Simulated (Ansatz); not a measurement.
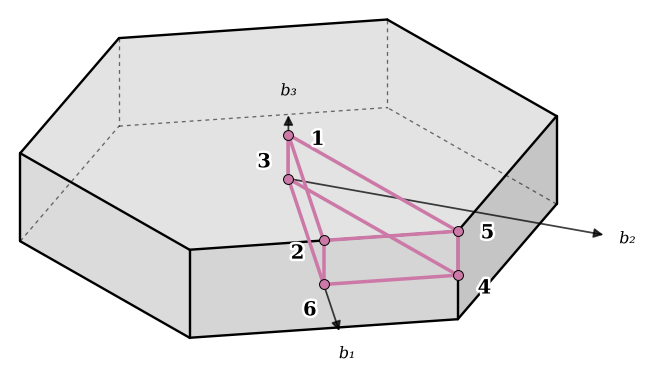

The first Brillouin zone of a primitive hexagonal lattice (hP; extended symbol hP2) is drawn with its special points numbered. Crystal: C, coordinates from a relaxation with Ansatz 0.2.0, DFT PBEsol, scalar-relativistic, plane waves, PAW; the starting structure was generated, so it need not be a known form of this composition. All values are computed from the atomic coordinates in the standard setting (tolerance 0.002 Å).

a = 2.507 Å, b = 2.507 Å, c = 10.317 Å, α = 90.00°, β = 90.00°, γ = 120.00°.

Labels and path follow the convention of Hinuma et al. (2017), as computed by seekpath; the arrows show the directions of the reciprocal primitive vectors b₁, b₂, b₃, in which coordinates are given.

Question: Give the label and coordinates of each numbered point.

Answer:
```json
{"no.": "1", "label": "A", "coordinates": "(0, 0, 1/2)"}
{"no.": "2", "label": "L", "coordinates": "(1/2, 0, 1/2)"}
{"no.": "3", "label": "Γ", "coordinates": "(0, 0, 0)"}
{"no.": "4", "label": "K", "coordinates": "(1/3, 1/3, 0)"}
{"no.": "5", "label": "H", "coordinates": "(1/3, 1/3, 1/2)"}
{"no.": "6", "label": "M", "coordinates": "(1/2, 0, 0)"}
```
